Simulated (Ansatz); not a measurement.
# Run report: CoSi, single-point calculation (part 2 of 2)

Continued. System: CoSi (slab, 24 atoms in the cell). Method: DFT PBE, scalar-relativistic, plane waves, PAW, no spin polarisation (Ansatz 0.2.0); cutoff 420 eV, 8×8×1 k-mesh, Gaussian smearing of 0.1 eV. The structure derives from a Materials Project entry. It belongs to a series of runs on one base structure; here: (1 0 0) slab cut from the bulk.

Geometry of the input (Å; fractional positions):
```
4.4303  0.0000  0.0000
0.0000  4.4303  0.0000
0.0000  0.0000  27.0059
Co 0.6450  0.1450  0.2777
Si 0.8432  0.6568  0.2797
Si 0.1568  0.1568  0.3102
Co 0.3550  0.6450  0.3122
Co 0.8550  0.8550  0.3597
Si 0.6568  0.3432  0.3617
Si 0.3432  0.8432  0.3922
Co 0.1450  0.3550  0.3942
Co 0.6450  0.1450  0.4418
Si 0.8432  0.6568  0.4437
Si 0.1568  0.1568  0.4743
Co 0.3550  0.6450  0.4762
Co 0.8550  0.8550  0.5238
Si 0.6568  0.3432  0.5257
Si 0.3432  0.8432  0.5563
Co 0.1450  0.3550  0.5582
Co 0.6450  0.1450  0.6058
Si 0.8432  0.6568  0.6078
Si 0.1568  0.1568  0.6383
Co 0.3550  0.6450  0.6403
Co 0.8550  0.8550  0.6878
Si 0.6568  0.3432  0.6898
Si 0.3432  0.8432  0.7203
Co 0.1450  0.3550  0.7223
```

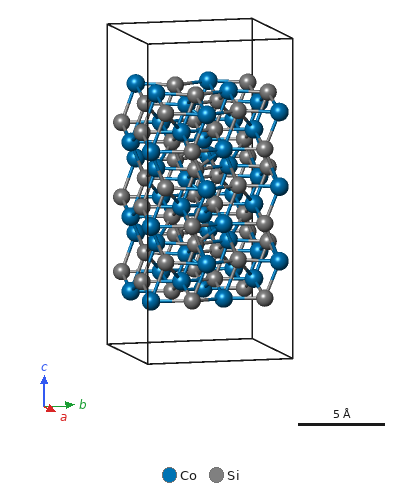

Fig. 1: The input geometry (ball-and-stick view of the 2 × 2 repeat of the cell, with the vacuum cut short, seen slightly off an axis).

## Output, continued
```
  k-point 0: bands = ["-88.9444", "-88.9443", "-88.9294", "-88.9233", "-88.8947", "-88.8942", "-88.8825", "-88.8825", "-88.7853", "-88.7853", "-88.4049", "-88.4049", "-52.3356", "-52.3346", "-52.3196", "-52.3097", "-52.2793", "-52.2737", "-52.2692", "-52.2674", "-52.2479", "-52.2410", "-52.2394", "-52.2368", "-52.2331", "-52.2174", "-52.2060", "-52.2040", "-52.2003", "-52.1937", "-52.1826", "-52.1825", "-52.1795", "-52.1791", "-52.1771", "-52.1704", "-52.1385", "-52.1385", "-52.0911", "-52.0911", "-52.0104", "-52.0104", "-51.7902", "-51.7902", "-51.7650", "-51.7650", "-51.6259", "-51.6259", "-7.6028", "-6.9926", "-6.0685", "-4.9188", "-3.6657", "-2.5420", "-2.1556", "-1.7520", "-1.7092", "-1.2208", "-0.9674", "-0.6491", "-0.0608", "0.1604", "0.4243", "0.5399", "0.6660", "0.8721", "1.0874", "1.1010", "1.4138", "1.4915", "1.8137", "1.9536", "2.1620", "2.3325", "2.4036", "2.4804", "2.7480", "2.7935", "2.8509", "2.8802", "2.9605", "3.0084", "3.0160", "3.1139", "3.1700", "3.1703", "3.1822", "3.2070", "3.2373", "3.2765", "3.3476", "3.3804", "3.4414", "3.4575", "3.5507", "3.6924", "3.7426", "3.8490", "3.9566", "4.0085", "4.2013", "4.2296", "4.2387", "4.2996", "4.5356", "4.7603", "4.8724", "4.8961", "4.9130", "5.0093", "5.0380", "5.0665", "5.0756", "5.1295", "5.1715", "5.2082", "5.2167", "5.2184", "5.2792", "5.3676", "5.4855", "5.5900", "5.6735", "5.7203", "5.8462", "5.9097", "6.2342", "6.4137", "6.4541", "6.7921", "7.1536", "7.3000", "7.5239", "7.5625", "7.7132", "7.7360", "7.8554", "8.0761", "8.2030", "8.4338", "8.7782", "9.0560", "9.1187", "9.3392", "9.5623", "9.6380", "9.6821", "9.9340", "9.9369", "10.0394", "10.0831", "10.1771"]
  k-point 1: bands = ["-88.9444", "-88.9443", "-88.9294", "-88.9233", "-88.8947", "-88.8943", "-88.8826", "-88.8825", "-88.7853", "-88.7853", "-88.4049", "-88.4049", "-52.3355", "-52.3345", "-52.3196", "-52.3087", "-52.2798", "-52.2744", "-52.2690", "-52.2674", "-52.2478", "-52.2418", "-52.2391", "-52.2379", "-52.2341", "-52.2167", "-52.2059", "-52.2037", "-52.2004", "-52.1935", "-52.1829", "-52.1823", "-52.1790", "-52.1786", "-52.1772", "-52.1701", "-52.1385", "-52.1385", "-52.0911", "-52.0911", "-52.0105", "-52.0105", "-51.7902", "-51.7902", "-51.7650", "-51.7650", "-51.6259", "-51.6259", "-7.4868", "-6.8793", "-5.9608", "-4.8253", "-3.6397", "-2.6841", "-2.4926", "-2.1868", "-1.5804", "-1.3734", "-0.8947", "-0.7908", "-0.0584", "0.1180", "0.3706", "0.4930", "0.7092", "0.9501", "1.0543", "1.2713", "1.4234", "1.4500", "1.7209", "1.8924", "2.2889", "2.3244", "2.3972", "2.5046", "2.6839", "2.7171", "2.7892", "2.8848", "2.9753", "3.0393", "3.0588", "3.1064", "3.1371", "3.1630", "3.1741", "3.2330", "3.2947", "3.3437", "3.3718", "3.4222", "3.4867", "3.5676", "3.6013", "3.7057", "3.7883", "3.8760", "4.0157", "4.0508", "4.1539", "4.1920", "4.2444", "4.3345", "4.5701", "4.7647", "4.8084", "4.8611", "4.8933", "4.9507", "4.9701", "5.0166", "5.0430", "5.1087", "5.1382", "5.1930", "5.2286", "5.2592", "5.2769", "5.3316", "5.4793", "5.5795", "5.6194", "5.7292", "5.7927", "6.1247", "6.2413", "6.3972", "6.4702", "6.8499", "7.1666", "7.3400", "7.5151", "7.6126", "7.7083", "7.7465", "7.9170", "8.1985", "8.2932", "8.4177", "8.5624", "8.9094", "8.9717", "9.0965", "9.2669", "9.4950", "9.6471", "9.7547", "9.7952", "9.9739", "9.9853", "10.1054"]
  k-point 2: bands = ["-88.9443", "-88.9442", "-88.9292", "-88.9232", "-88.8947", "-88.8944", "-88.8826", "-88.8826", "-88.7853", "-88.7853", "-88.4049", "-88.4049", "-52.3354", "-52.3344", "-52.3195", "-52.3062", "-52.2808", "-52.2762", "-52.2684", "-52.2673", "-52.2474", "-52.2438", "-52.2406", "-52.2384", "-52.2363", "-52.2156", "-52.2055", "-52.2030", "-52.2004", "-52.1932", "-52.1832", "-52.1820", "-52.1784", "-52.1779", "-52.1770", "-52.1694", "-52.1386", "-52.1385", "-52.0911", "-52.0911", "-52.0107", "-52.0107", "-51.7900", "-51.7900", "-51.7650", "-51.7650", "-51.6259", "-51.6259", "-7.1427", "-6.5439", "-5.6457", "-4.5825", "-4.0113", "-3.1317", "-3.0033", "-2.3879", "-2.1773", "-1.4882", "-1.0096", "-0.8162", "0.0002", "0.1569", "0.2645", "0.5696", "0.6531", "0.9025", "1.1313", "1.3674", "1.4727", "1.5430", "1.7780", "1.9537", "2.1558", "2.1886", "2.3429", "2.4786", "2.5255", "2.6098", "2.6394", "2.7537", "2.9401", "3.0382", "3.1035", "3.1958", "3.2257", "3.2769", "3.2973", "3.3132", "3.3485", "3.3949", "3.4879", "3.5398", "3.5515", "3.6663", "3.6959", "3.7384", "3.8253", "3.9085", "4.0122", "4.0811", "4.1249", "4.1955", "4.3088", "4.4165", "4.6042", "4.6442", "4.6884", "4.7268", "4.7715", "4.8469", "4.9014", "4.9237", "4.9565", "5.0731", "5.0916", "5.1507", "5.1961", "5.2211", "5.3151", "5.3410", "5.4864", "5.5236", "5.6641", "5.6941", "5.7195", "6.1494", "6.2108", "6.4822", "6.6092", "6.8601", "7.0935", "7.3360", "7.5229", "7.7111", "7.7681", "7.8425", "8.1022", "8.1306", "8.2872", "8.3563", "8.4908", "8.5687", "8.8876", "9.0473", "9.1364", "9.3981", "9.5789", "9.6208", "9.6892", "9.9567", "9.9618", "10.2636"]
  k-point 33: bands = ["-88.9439", "-88.9439", "-88.9261", "-88.9261", "-88.8948", "-88.8948", "-88.8825", "-88.8825", "-88.7853", "-88.7853", "-88.4049", "-88.4049", "-52.3334", "-52.3334", "-52.3122", "-52.3122", "-52.2821", "-52.2821", "-52.2705", "-52.2704", "-52.2443", "-52.2443", "-52.2397", "-52.2397", "-52.2241", "-52.2241", "-52.2049", "-52.2049", "-52.1944", "-52.1944", "-52.1907", "-52.1907", "-52.1787", "-52.1786", "-52.1699", "-52.1699", "-52.1365", "-52.1365", "-52.0900", "-52.0900", "-52.0105", "-52.0105", "-51.7900", "-51.7900", "-51.7652", "-51.7651", "-51.6258", "-51.6258", "-4.6175", "-4.6175", "-4.1348", "-4.1348", "-3.5943", "-3.5943", "-3.5370", "-3.5370", "-3.1513", "-3.1513", "-2.3572", "-2.3572", "-0.8995", "-0.8995", "-0.5474", "-0.5474", "-0.0059", "-0.0059", "0.6462", "0.6462", "1.2091", "1.2091", "1.4787", "1.4787", "2.1154", "2.1154", "2.5025", "2.5025", "2.7096", "2.7096", "2.7616", "2.7616", "3.0356", "3.0356", "3.0952", "3.0952", "3.2273", "3.2273", "3.3060", "3.3061", "3.4463", "3.4463", "3.6746", "3.6746", "3.9057", "3.9057", "4.0876", "4.0876", "4.2398", "4.2398", "4.2969", "4.2969", "4.4068", "4.4069", "4.4513", "4.4513", "4.5065", "4.5065", "4.6184", "4.6184", "4.6389", "4.6389", "4.7030", "4.7030", "4.7326", "4.7326", "4.8707", "4.8707", "5.0658", "5.0658", "5.1300", "5.1300", "5.2886", "5.2886", "5.7021", "5.7021", "5.7360", "5.7360", "6.0266", "6.0266", "6.1344", "6.1344", "6.3555", "6.3555", "6.8848", "6.8848", "7.5228", "7.5228", "8.5869", "8.5869", "9.3278", "9.3278", "9.8927", "9.8927", "10.6595", "10.6595", "11.1938", "11.1938", "11.3568", "11.3568", "11.5575", "11.5575", "11.7590", "11.7590"]
```

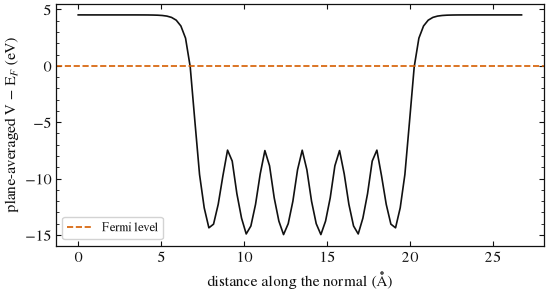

Fig. 2: Plane average of the electrostatic potential energy of an electron across the cell, from the Fermi level. The vacuum level lies 4.51 eV above the Fermi level.

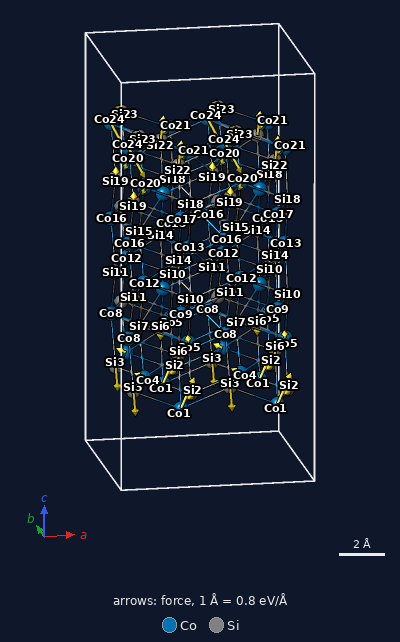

Fig. 3: Forces on the atoms as yellow arrows (ball-and-stick view of the 2 × 2 repeat of the cell, with the vacuum cut short, seen slightly off an axis; atoms are numbered from 1 in the order of the input); the smallest are left out. The largest act on Co1, Co24 (1.29 eV/Å); Si3, Si22 (1.01 eV/Å); Si2, Si23 (0.51 eV/Å); Si6, Si19 (0.46 eV/Å), among others. The geometry is not a stationary point of this energy.

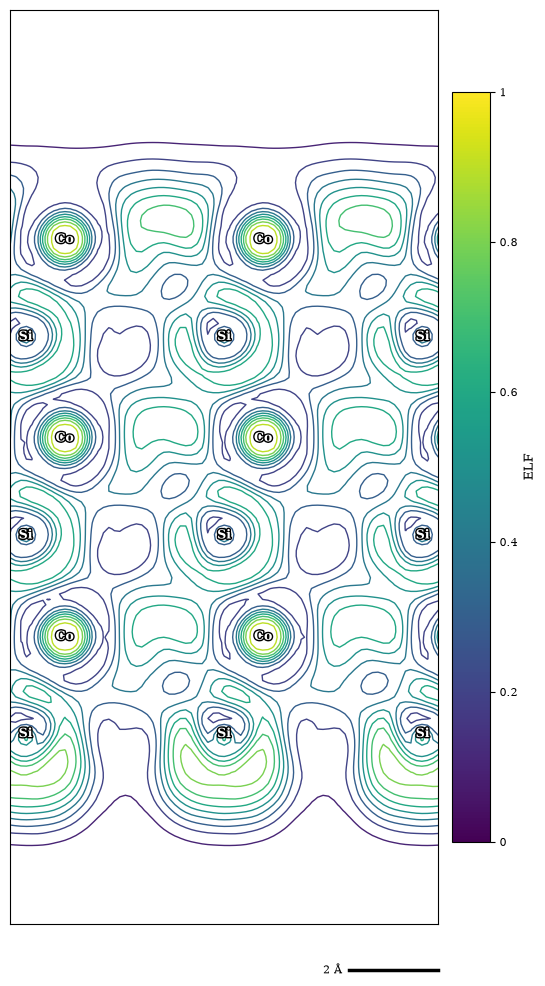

Fig. 4: Electron localisation function on the (100) plane of the calculation cell, a cut from vacuum to vacuum. Atoms in the plane: Si and Co. Co–Si (2.33 Å): the ELF is about 0.45 at the midpoint. Co–Si (2.43 Å): the ELF is about 0.50 at the midpoint. The strong features right at Co lie inside the PAW spheres (semicore, d or f shells) and say nothing about bonding. The fields are those of the smooth PAW valence density.

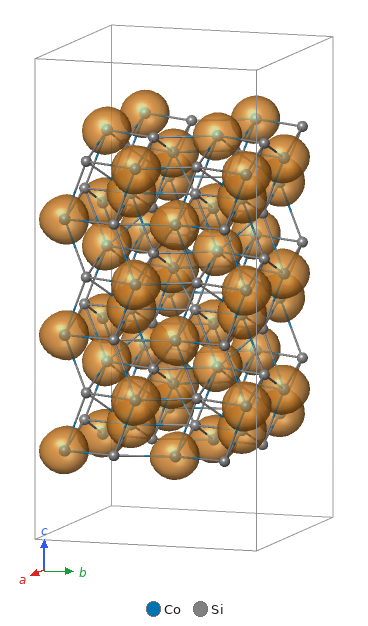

Fig. 5: Isosurface of the valence charge density (pseudo) at 0.6 e/Å³ (orange), seen slightly off an axis. Sticks mark near contacts. At this value the density breaks into separate islands; it holds about 70 % of the electrons treated as valence (semicore included). It is pinched off along the Co–Si (2.32 Å) and Co–Si (2.43 Å) contacts. On the grid the lowest density along these lines, outside the cores, is 0.44 e/Å³ (Co–Si, 2.32 Å) and 0.41 e/Å³ (Co–Si, 2.43 Å).
